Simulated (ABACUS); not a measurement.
**Geometry relaxation, with input and output: Cr (part 1 of 2)**

System: Cr (Im-3m, 1 atom in the cell).
Method: Kohn-Sham DFT of a periodic cell, LDA, GBRV ultrasoft 1.5 LDA, spin-polarised (ABACUS 3.10.1).

The structure derives from a Materials Project entry.

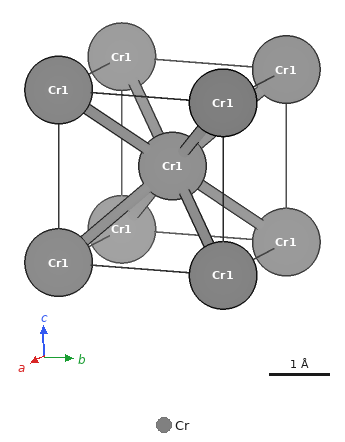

Figure 1. The structure as given in the input (ball-and-stick view of the cell 2 times as large as that of the calculation, set on its symmetry axes, seen slightly off an axis; atoms are numbered from 1 in the order of the input). Near neighbours in the crystal (not all of them lie inside the picture): Cr has 8 Cr at 2.57 Å.

**Input**
```python
"""Relaxation by an ASE optimiser with ABACUS as a small file-based calculator."""
import re
import subprocess
import numpy as np
from ase.calculators.calculator import Calculator, all_changes
from ase.filters import FrechetCellFilter
from ase.io import read
from ase.optimize import LBFGS
from ase.stress import full_3x3_to_voigt_6_stress
from ase.units import Bohr, GPa

atoms = read("Cr.cif")
atoms = atoms[(-atoms.numbers).argsort(kind="stable")]  # ABACUS lists atoms element by element
pseudo = {'Cr': 'cr_lda_v1.5.uspp.F.UPF'}
orbital = {}
magmoms = [3.0]
kmesh = [10, 10, 10]
params = {
    'suffix': 'Cr',
    'calculation': 'scf',
    'basis_type': 'pw',
    'pseudo_dir': './',
    'symmetry': 1,
    'dft_functional': 'pz',
    'ecutwfc': 40,
    'pseudo_rcut': 10,
    'nspin': 2,
    'nbands': 13,
    'ks_solver': 'dav',
    'smearing_method': 'fd',
    'smearing_sigma': 0.00367493,
    'scf_thr': 1e-08,
    'scf_nmax': 100,
    'mixing_type': 'broyden',
    'mixing_beta': 0.4,
    'cal_force': 1,
    'cal_stress': 1,
    'ecutrho': 320,
    'kpar': 4,
}


def write_input(atoms):
    symbols = atoms.get_chemical_symbols()
    elements = list(dict.fromkeys(symbols))
    lines = ["ATOMIC_SPECIES"] + [f"{e} {atoms.get_masses()[symbols.index(e)]:.4f} {pseudo[e]}" for e in elements]
    if orbital:
        lines += ["", "NUMERICAL_ORBITAL"] + [orbital[e] for e in elements]
    lines += ["", "LATTICE_CONSTANT", f"{1 / Bohr:.10f}", "", "LATTICE_VECTORS"]
    lines += [" ".join(f"{x:.10f}" for x in v) for v in atoms.cell]
    lines += ["", "ATOMIC_POSITIONS", "Direct"]
    for e in elements:
        lines += ["", e, "0.0", str(symbols.count(e))]
        for i, p in enumerate(atoms.get_scaled_positions(wrap=False)):
            if symbols[i] == e:
                mag = "" if magmoms is None else " mag " + " ".join(str(x) for x in (magmoms[i] if isinstance(magmoms[i], list) else [magmoms[i]]))
                lines.append(" ".join(f"{x:.10f}" for x in p) + " 1 1 1" + mag)
    open("STRU", "w").write("\n".join(lines) + "\n")
    open("KPT", "w").write("K_POINTS\n0\nGamma\n%d %d %d 0 0 0\n" % tuple(kmesh))
    open("INPUT", "w").write("INPUT_PARAMETERS\n" + "".join(f"{k:<20s}{v}\n" for k, v in params.items()))


class Abacus(Calculator):
    implemented_properties = ["energy", "free_energy", "forces", "stress"]

    def calculate(self, atoms=None, properties=("energy",), system_changes=all_changes):
        super().calculate(atoms, properties, system_changes)
        write_input(self.atoms)
        subprocess.run(['mpirun', '-np', '4', 'abacus'], check=True)
        log = open("OUT.Cr/running_scf.log").read()
        if "charge density convergence is achieved" not in log:
            raise RuntimeError("SCF not converged")
        rows = lambda title, n: np.array([l.split()[-3:] for l in log.split(title)[-1].split("\n")[2:2 + n]], float)
        energy = float(re.findall(r"FINAL_ETOT_IS (\S+)", log)[-1])
        stress = -rows("TOTAL-STRESS", 3) / 10 * GPa  # ABACUS prints kbar, compression positive
        self.results = dict(energy=energy, free_energy=energy, forces=rows("TOTAL-FORCE", len(self.atoms)), stress=full_3x3_to_voigt_6_stress(stress))


atoms.calc = Abacus()
opt = LBFGS(FrechetCellFilter(atoms), logfile="opt.log", trajectory="relax.traj")
print("optimiser converged:", opt.run(fmax=0.03, steps=60))
```

**File Cr.cif**
```
data_Cr
_cell_length_a 2.57114226
_cell_length_b 2.57114226
_cell_length_c 2.57114226
_cell_angle_alpha 109.47122063
_cell_angle_beta 109.47122063
_cell_angle_gamma 109.47122063
_space_group_name_H-M_alt 'P1'
_space_group_name_Hall 'P 1'
_space_group_IT_number 1
loop_
_space_group_symop_operation_xyz
'x,y,z'
loop_
_atom_site_label
_atom_site_type_symbol
_atom_site_symmetry_multiplicity
_atom_site_Wyckoff_symbol
_atom_site_fract_x
_atom_site_fract_y
_atom_site_fract_z
_atom_site_occupancy
Cr1 Cr 1 a 0.0000000000 0.0000000000 0.0000000000 1
```

**File INPUT**
```
INPUT_PARAMETERS
suffix              Cr
calculation         scf
basis_type          pw
pseudo_dir          ./
symmetry            1
dft_functional      pz
ecutwfc             40
pseudo_rcut         10
nspin               2
nbands              13
ks_solver           dav
smearing_method     fd
smearing_sigma      0.00367493
scf_thr             1e-08
scf_nmax            100
mixing_type         broyden
mixing_beta         0.4
cal_force           1
cal_stress          1
ecutrho             320
kpar                4
```

**File STRU**
```
ATOMIC_SPECIES
Cr 51.9961 cr_lda_v1.5.uspp.F.UPF

LATTICE_CONSTANT
1.8897261258

LATTICE_VECTORS
2.4180775074 0.0000000000 0.0000000000
-0.8060258356 2.2797853373 0.0000000000
-0.8060258356 -1.1398926683 1.9743520175

ATOMIC_POSITIONS
Direct

Cr
0.0
1
0.0000000000 0.0000000000 0.0000000000 1 1 1 mag 3.0
```

**File KPT**
```
K_POINTS
0
Gamma
10 10 10 0 0 0
```

Hardware: 4 threads of Intel Xeon (Sapphire Rapids), 64 GiB of memory available, shared host.

Command:
```bash
OMP_NUM_THREADS=1 python run_abacus.py > log
```

**What the program printed**
```
ABACUS v3.10.1

               Atomic-orbital Based Ab-initio Computation at UStc

 ------------------------------------------------------------------------------------

 READING GENERAL INFORMATION
                           global_out_dir = OUT.Cr/
                           global_in_card = INPUT
                               pseudo_dir = ./
                              orbital_dir =
                                    DSIZE = 4
                                    GSIZE = 1

 READING UNITCELL INFORMATION
                                    ntype = 1
                  lattice constant (Bohr) = 1.88973
              lattice constant (Angstrom) = 1

 READING ATOM TYPE 1
                               atom label = Cr
                      L=0, number of zeta = 1
                      L=1, number of zeta = 1
                      L=2, number of zeta = 1
             number of atom for this type = 1
               magnetization of element 1 = 3

                        TOTAL ATOM NUMBER = 1
DIRECT COORDINATES
    atom                   x                   y                   z     mag                  vx                  vy                  vz
taud_Cr1            0.0000000000        0.0000000000        0.0000000000  3.0000        0.0000000000        0.0000000000        0.0000000000

                          Volume (Bohr^3) = 73.4489
                             Volume (A^3) = 10.884

 Lattice vectors: (Cartesian coordinate: in unit of a_0)
             +2.41808                  +0                  +0
            -0.806026            +2.27979                  +0
            -0.806026            -1.13989            +1.97435
 Reciprocal vectors: (Cartesian coordinate: in unit of 2 pi/a_0)
            +0.413552           +0.146213           +0.253248
                   -0           +0.438638           +0.253248
                   +0                  -0           +0.506495
 The esolver type has been set to : ksdft_pw

                PAO radial cut off (Bohr) = 10

 Read in pseudopotential file is cr_lda_v1.5.uspp.F.UPF
                     pseudopotential type = US
          exchange-correlation functional = PZ
                 nonlocal core correction = 1
                        valence electrons = 14
                                     lmax = 2
                           number of zeta = 4
                     number of projectors = 6
                           L of projector = 0
                           L of projector = 0
                           L of projector = 1
                           L of projector = 1
                           L of projector = 2
                           L of projector = 2
     initial pseudo atomic orbital number = 10
 The readin total magnetization is 3

 SETUP THE ELECTRONS NUMBER
            electron number of element Cr = 14
      total electron number of element Cr = 14
            AUTOSET number of electrons:  = 14
                           occupied bands = 7
                                   NBANDS = 13
                                   NLOCAL = 9

%%%%%%%%%%%%%%%%%%%%%%%%%%%%%%%%%%%%%%%%%%%%%%%%%%%%%%%%%%%%%%%%%%%%%%%%%%%%%%%%%%%%%%%%%%%%%%%%%%%%%%%%%%
 Warning: the number of valence electrons in pseudopotential > 6 for Cr: [Ar] 3d5 4s1
 Pseudopotentials with additional electrons can yield (more) accurate outcomes, but may be less efficient.
 If you're confident that your chosen pseudopotential is appropriate, you can safely ignore this warning.
%%%%%%%%%%%%%%%%%%%%%%%%%%%%%%%%%%%%%%%%%%%%%%%%%%%%%%%%%%%%%%%%%%%%%%%%%%%%%%%%%%%%%%%%%%%%%%%%%%%%%%%%%%

 SETUP THE PLANE WAVE BASIS
 energy cutoff for charge/potential (unit:Ry) = 160
            fft grid for charge/potential = [ 20, 20, 20 ]
                        fft grid division = [ 1, 1, 1 ]
        big fft grid for charge/potential = [ 25, 25, 25 ]
                                     nbxx = 15625
                                     nrxx = 8000

 SETUP PLANE WAVES FOR CHARGE/POTENTIAL
                    number of plane waves = 2491
                         number of sticks = 249

 PARALLEL PW FOR CHARGE/POTENTIAL
     PROC   COLUMNS(POT)             PW
        1            249           2491
 --------------- sum -------------------
        1            249           2491
                            number of |g| = 53
                                  max |g| = 14.1096
                                  min |g| = 0

 energy cutoff for dense charge/potential (unit:Ry) = 320
      fft grid for dense charge/potential = [ 25, 25, 25 ]
                                     nrxx = 15625

 SETUP PLANE WAVES FOR dense CHARGE/POTENTIAL
                    number of plane waves = 7011
                         number of sticks = 487

 PARALLEL PW FOR dense CHARGE/POTENTIAL
     PROC   COLUMNS(POT)             PW
        1            487           7011
 --------------- sum -------------------
        1            487           7011
                            number of |g| = 131
                                  max |g| = 28.7322
                                  min |g| = 0

----------- Double Check Mixing Parameters Begin ------------
mixing_type: broyden
mixing_beta: 0.4
mixing_gg0: 1
mixing_gg0_min: 0.1
mixing_beta_mag: 1.6
mixing_gg0_mag: 0
mixing_ndim: 8
----------- Double Check Mixing Parameters End ------------

 LATTICE VECTORS: (CARTESIAN COORDINATE: IN UNIT OF A0)
             +2.41808                  +0                  +0
            -0.806026            +2.27979                  +0
            -0.806026            -1.13989            +1.97435
                       right hand lattice = 1
                                   NORM_A = 2.41808
                                   NORM_B = 2.41808
                                   NORM_C = 2.41808
                           ALPHA (DEGREE) = 109.471
                           BETA  (DEGREE) = 109.471
                           GAMMA (DEGREE) = 109.471

 The lattice vectors have been changed (STRU_SIMPLE.cif)

(for optimal symmetric configuration:)
                             BRAVAIS TYPE = 2
                     BRAVAIS LATTICE NAME = 02. Cubic I (body-centered)
                                    ibrav = 2
                                    IBRAV = 2
                                  BRAVAIS = BODY CENTERED CUBIC
                       LATTICE CONSTANT A = 2.79216
Original cell was already a primitive cell.
                        ROTATION MATRICES = 48
              PURE POINT GROUP OPERATIONS = 48
                   SPACE GROUP OPERATIONS = 48
                              POINT GROUP = O_h
               POINT GROUP IN SPACE GROUP = O_h

 SETUP K-POINTS
                                    nspin = 2
                   Input type of k points = Monkhorst-Pack(Gamma)
                                   nkstot = 1000
                       right hand lattice = 1
(for reciprocal lattice: )
                             BRAVAIS TYPE = 3
                     BRAVAIS LATTICE NAME = 03. Cubic F (face-centered)
                                    ibrav = 3
                       right hand lattice = 1
(for k-lattice: )
                             BRAVAIS TYPE = 3
                     BRAVAIS LATTICE NAME = 03. Cubic F (face-centered)
                                    ibrav = 3
                       right hand lattice = 1
                        ROTATION MATRICES = 48
                               nkstot_ibz = 47
K-POINTS REDUCTION ACCORDING TO SYMMETRY
     IBZ    DIRECT_X    DIRECT_Y    DIRECT_Z  WEIGHT  ibz2bz
       1  0.00000000  0.00000000  0.00000000  0.0010       0
       2 -0.10000000  0.10000000  0.00000000  0.0120       1
       3 -0.20000000  0.20000000  0.00000000  0.0120       2
       4 -0.30000000  0.30000000  0.00000000  0.0120       3
       5 -0.40000000  0.40000000  0.00000000  0.0120       4
       6  0.50000000  0.50000000  0.00000000  0.0060       5
       7  0.10000000  0.10000000 -0.20000000  0.0240      11
       8 -0.10000000 -0.20000000  0.30000000  0.0480      12
       9 -0.40000000  0.30000000  0.10000000  0.0480      13
      10  0.50000000  0.40000000  0.10000000  0.0480      14
      11 -0.20000000 -0.20000000  0.40000000  0.0240      22
      12  0.50000000  0.30000000  0.20000000  0.0480      23
      13  0.40000000  0.40000000  0.20000000  0.0240      24
      14  0.40000000  0.30000000  0.30000000  0.0240      33
      15 -0.10000000 -0.10000000  0.30000000  0.0080     111
      16 -0.10000000 -0.20000000  0.40000000  0.0240     112
      17  0.50000000  0.30000000  0.10000000  0.0240     113
      18  0.40000000  0.40000000  0.10000000  0.0120     114
      19 -0.10000000  0.10000000  0.10000000  0.0060     119
      20  0.50000000  0.20000000  0.20000000  0.0240     122
      21  0.40000000  0.30000000  0.20000000  0.0480     123
      22 -0.20000000  0.20000000  0.10000000  0.0240     128
      23  0.30000000  0.30000000  0.30000000  0.0080     133
      24 -0.30000000  0.30000000  0.10000000  0.0240     137
      25 -0.30000000  0.20000000  0.20000000  0.0240     138
      26 -0.40000000  0.40000000  0.10000000  0.0240     146
      27 -0.40000000  0.30000000  0.20000000  0.0480     147
      28  0.50000000  0.50000000  0.10000000  0.0120     155
      29  0.50000000  0.40000000  0.20000000  0.0480     156
      30  0.50000000  0.30000000  0.30000000  0.0240     157
[... 17 further k points ...]

                               nkstot now = 47
[... K-POINTS DIRECT COORDINATES: 47 rows ...]

           k-point number in this process = 12
       minimum distributed K point number = 11
[... stars of the k points ...]
                             nks(nspin=2) = 24
                          nkstot(nspin=2) = 94

[... K-POINTS CARTESIAN COORDINATES: 24 rows ...]

[... K-POINTS DIRECT COORDINATES: 24 rows ...]

 SETUP PLANE WAVES FOR WAVE FUNCTIONS
     energy cutoff for wavefunc (unit:Ry) = 40
              fft grid for wave functions = [ 20, 20, 20 ]
                    number of plane waves = 603
                         number of sticks = 95

 PARALLEL PW FOR WAVE FUNCTIONS
     PROC   COLUMNS(POT)             PW
        1             95            603
 --------------- sum -------------------
        1             95            603

 SETUP NONLOCAL PSEUDOPOTENTIALS IN PLANE WAVE BASIS
 Cr non-local projectors:
 projector 1 L=0
 projector 2 L=0
 projector 3 L=1
 projector 4 L=1
 projector 5 L=2
 projector 6 L=2
      TOTAL NUMBER OF NONLOCAL PROJECTORS = 18

 Init Non-Local PseudoPotential table :
 Init Non-Local-Pseudopotential done.

                                     npwx = 323

 Make real space PAO into reciprocal space.
       max mesh points in Pseudopotential = 679
     dq(describe PAO in reciprocal space) = 0.01
                                    max q = 763

 number of pseudo atomic orbitals for Cr is 4
WARNING: norm of atomic wavefunction # 3 of atomic type Cr is 0.999996, renormalized
```
